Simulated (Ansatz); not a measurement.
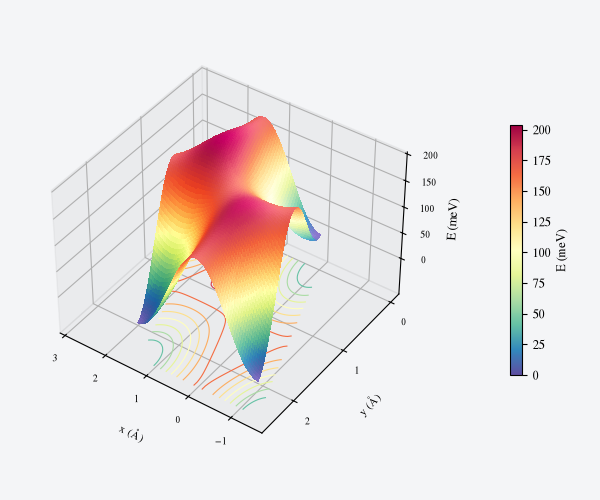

Energy landscape of H on an Al(001) slab cut from the P6_3/mmc phase, its upper half relaxed before the scan (32 atoms of substrate and one adsorbate in a 2 × 2 cell). 
- H is moved over the surface cell at a fixed height above a rigid substrate; the origin of the map has the adsorbate above Al29; the height is held at 2.50 Å.
- Places are given modulo a cell vector. The map is drawn in real space over the plane of the surface.
- Grid: 6 × 6 points; 10 points were computed and 26 follow by symmetry.
- Places are given in fractions of the 1 × 1 surface cell.
- All energies are given in meV relative to the lowest grid point.
- The runs have no spin polarisation, so an open-shell adsorbate far from the surface lies too high. At a fixed height the lowest place need not be the adsorption site.
- These are results of Ansatz, DFT PBE+D3(BJ), scalar-relativistic, plane waves, PAW, not measurements. Settings: cutoff 420 eV, k-mesh 6×6×1, gaussian smearing 0.1 eV, no spin polarisation.

The picture shows a relief with its contours projected below, any walls above the top of the colour scale cut off. Between grid points the surface is interpolated. 

Summarise what can be read from the map.

Answer. The lowest grid point is at the top site over a surface Al atom, (0/6, 0/6) of the cell vectors. It is the only kind of minimum in the scanned range. The highest grid point, a threefold hollow over a second-layer Al atom, (4/6, 2/6) of the cell vectors, lies 204 meV above the lowest. On the interpolated surface the easiest way out of the lowest well to its copy in the next cell or period passes a barrier of about 177 meV. At the lowest point the adsorbate has 1 Al at 2.50 Å as nearest neighbours, at the highest 3 Al at 2.98 Å.

The input of one point:

```yaml
crystal:
  lattice:
    - [5.6288445222, 0.0, 0.0]
    - [-2.8144222611, 4.8747223502, 0.0]
    - [0.0, 0.0, 33.5549453352]
  atoms:
    - { symbol: Al, position: [0.1666666667, 0.3333333333, 0.1192074658] }
    - { symbol: Al, position: [0.1666666667, 0.8333333333, 0.1192074658] }
    - { symbol: Al, position: [0.6666666667, 0.3333333333, 0.1192074658] }
    - { symbol: Al, position: [0.6666666667, 0.8333333333, 0.1192074658] }
    - { symbol: Al, position: [0.0, 0.0, 0.1880575786] }
    - { symbol: Al, position: [0.0, 0.5, 0.1880575786] }
    - { symbol: Al, position: [0.5, 0.0, 0.1880575786] }
    - { symbol: Al, position: [0.5, 0.5, 0.1880575786] }
    - { symbol: Al, position: [0.3333333333, 0.1666666667, 0.2569076914] }
    - { symbol: Al, position: [0.3333333333, 0.6666666667, 0.2569076914] }
    - { symbol: Al, position: [0.8333333333, 0.1666666667, 0.2569076914] }
    - { symbol: Al, position: [0.8333333333, 0.6666666667, 0.2569076914] }
    - { symbol: Al, position: [0.0, 0.0, 0.3257578042] }
    - { symbol: Al, position: [0.0, 0.5, 0.3257578042] }
    - { symbol: Al, position: [0.5, 0.0, 0.3257578042] }
    - { symbol: Al, position: [0.5, 0.5, 0.3257578042] }
    - { symbol: Al, position: [0.1666666667, 0.3333333333, 0.3941383343] }
    - { symbol: Al, position: [0.1666666667, 0.8333333333, 0.3941383343] }
    - { symbol: Al, position: [0.6666666667, 0.3333333333, 0.3941383343] }
    - { symbol: Al, position: [0.6666666667, 0.8333333333, 0.3941383343] }
    - { symbol: Al, position: [0.0, 0.0, 0.4632563468] }
    - { symbol: Al, position: [0.0, 0.5, 0.4632563468] }
    - { symbol: Al, position: [0.5, 0.0, 0.4632563468] }
    - { symbol: Al, position: [0.5, 0.5, 0.4632563468] }
    - { symbol: Al, position: [0.3333333333, 0.1666666667, 0.5326957441] }
    - { symbol: Al, position: [0.3333333333, 0.6666666667, 0.5326957441] }
    - { symbol: Al, position: [0.8333333333, 0.1666666667, 0.5326957441] }
    - { symbol: Al, position: [0.8333333333, 0.6666666667, 0.5326957441] }
    - { symbol: Al, position: [0.0, 0.0, 0.6036351761] }
    - { symbol: Al, position: [0.0, 0.5, 0.6036351761] }
    - { symbol: Al, position: [0.5, 0.0, 0.6036351761] }
    - { symbol: Al, position: [0.5, 0.5, 0.6036351761] }
    - { symbol: H, position: [0.0, 0.0, 0.6781398422] }
basis:
  ecutwfc: 420
kpoints:
  mp_grid: { grid: [6, 6, 1] }
hamiltonian:
  xc: pbe
  pseudopotentials: { kind: paw, azcp: { folder: soft_1 } }
  dispersion: d3bj
scf:
  occupations: { method: gaussian, width: 0.1 }
output:
  forces: true
  eigenvalues: true
efield:
  axis: 3
  dipole_correction: true
  ramp_width: 0.04
```

Each point was launched as `ansatz run input.yaml --threads 2 --pin off --max-ram 6144MiB --backend cpu --events-out ev --progress --plain --runs-dir out`. The whole map (10 points run) took 12 min on 2 threads of Arm Neoverse V1, on a shared host.
